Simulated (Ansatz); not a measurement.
Consider AlN.

Input

```
crystal:
  lattice:
    - [0.0, 2.1839935596, 2.1839935596]
    - [2.1839935596, 0.0, 2.1839935596]
    - [2.1839935596, 2.1839935596, 0.0]
  atoms:
    - { symbol: Al, position: [0.0132177649, 0.0132177649, 0.0132177649] }
    - { symbol: "N", position: [0.75, 0.75, 0.75] }
basis:
  ecutwfc: 500
kpoints:
  mp_grid: { grid: [10, 10, 10] }
hamiltonian:
  xc: r2scan
scf:
  occupations: { method: gaussian, width: 0.05 }
output:
  forces: true
  stress: true
  eigenvalues: true
  write_density: true
  write_potential: true
  elf: true
  volumetric_format: npy
```

Command:

```sh
ansatz run input.yaml --threads 1 --pin off --max-ram 2560MiB --backend cpu --events-out ev --progress --plain --runs-dir out
```

Below, planes, directions and counts refer to the conventional cell (a = 3.09 Å, b = 3.09 Å, c = 7.57 Å, α = 90.00°, β = 90.00°, γ = 120.00°).

Space group R3m; a structure from a database of computed crystals, not necessarily the ambient phase; changed on purpose from its base cell (all Al atoms moved +0.100 Å, as atom 1 along Cartesian [1 1 1]); not relaxed (largest force 1.2 eV/Å).

Method: DFT r2SCAN, scalar-relativistic, plane waves, PAW in Ansatz 0.2.0.

What can the converged valence pseudo-density and electron localisation function tell about the bonding?

Al–N (1.99 Å): ρ at the midpoint is about 0.58 e/Å³; the ELF peaks at about 0.90 in the valence shell of N, 0.8 Å from its nucleus, and is about 0.85 at the midpoint.

Does the calculation give a band gap?

It is gapped, with a Kohn–Sham gap of 3.6 eV on the k-point mesh, an upper bound to the gap of this method.

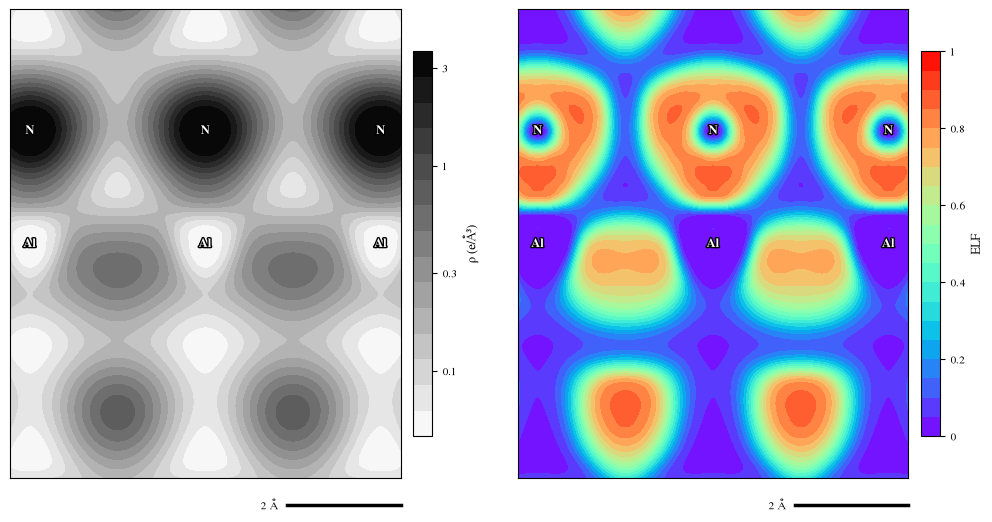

Computed valence pseudo-density and electron localisation function on the (010) plane of the conventional cell, in this order. Atoms just off the plane (Al, 0.9 Å away and N, 0.9 Å away) can leave unmarked features too.
